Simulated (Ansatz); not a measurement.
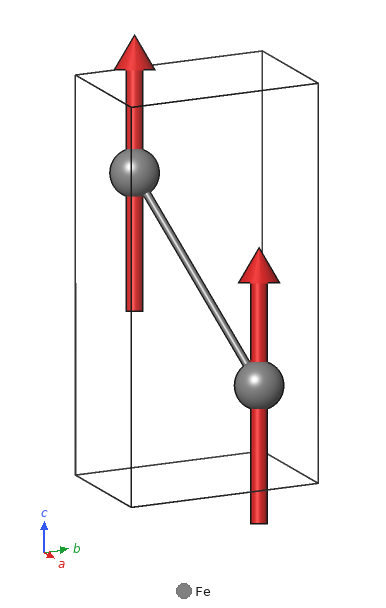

The structure above is drawn in ball-and-stick style and viewed slightly off an axis. The cell (the run's own, in a reduced setting) is outlined; an atom on or near a face, edge or corner is repeated at each equivalent position. Arrows are the site magnetic moments above 0.25 μB; longer means larger, and red and blue are up and down (without spin-orbit coupling the axis itself is arbitrary).

This is the state reached for Fe. Computational set-up: DFT PBE, scalar-relativistic, plane waves, PAW (Ansatz 0.2.0), cutoff 420 eV, k-points about 0.15 Å⁻¹ apart, Gaussian smearing of 0.1 eV, collinear spins.

Which kind of magnetic order is this?

Answer. Ferromagnetic (within this cell). Site moments: 2 Fe +2.5 μB. The net spin moment of the whole cell is 5.0 μB.

Starting structure: a structure listed in the Materials Project, with elements exchanged, so it need not be a known form of the compound. The geometry is the end of a relaxation with DFT PBE, scalar-relativistic, plane waves, PAW in Ansatz.
